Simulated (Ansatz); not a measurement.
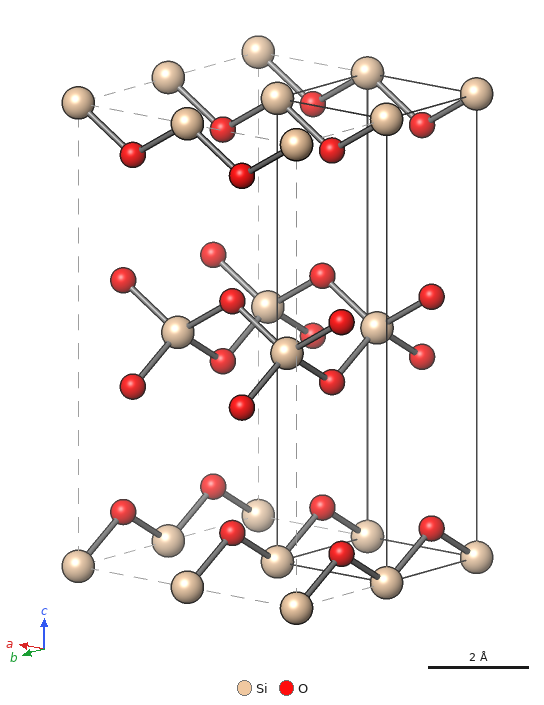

View from a general direction, drawn as a ball-and-stick model. The structure is repeated 2×2×1 times; solid lines mark one conventional unit cell.

What can be read from this drawing?

The solid is SiO2. The space group is P4_2/nmc (No. 137); the lattice is primitive tetragonal. Atoms per cell: 6 (2 Si, 4 O). Each Si has four O in a distorted tetrahedral arrangement at about 1.7 Å. Around each O lie two Si in a bent arrangement at about 1.7 Å. The bonds build SiO2 layers parallel to (001).

The starting point was a structure listed in the Materials Project, with elements exchanged, so it need not be a known form of the compound. Earlier steps of the study may have refined or changed the cell and positions. It went into a calculation with Ansatz.
